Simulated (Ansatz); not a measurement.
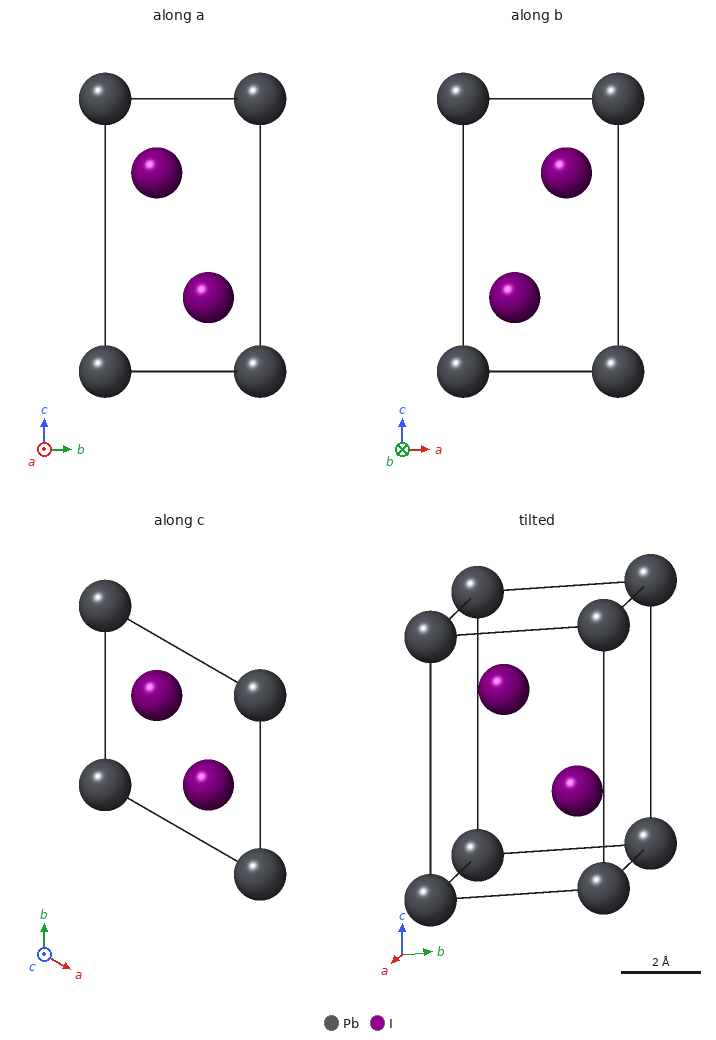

Spheres-only drawing of the structure, looking along the a axis, along the b axis, along the c axis and slightly off an axis. One conventional unit cell is outlined, and atoms on its boundary appear in each equivalent place.

Lattice parameters: a = 4.563 Å, b = 4.563 Å, c = 6.951 Å, α = 90.00°, β = 90.00°, γ = 120.00°.

**Convert the drawing into a table of Wyckoff sites, with free fractional coordinates to two decimals.**

Space group P-3m1 (No. 164).
```csv
atom,site,x,y,z
Pb,1a,0.00,0.00,0.00
I,2d,0.3333,0.6667,0.27
```

The initial geometry was a structure type filled with these elements by a generator (whether the compound takes this form wasn't checked). The picture shows the end point of a geometry optimisation with Ansatz, DFT, PBE-D3(BJ), plane waves, PAW.
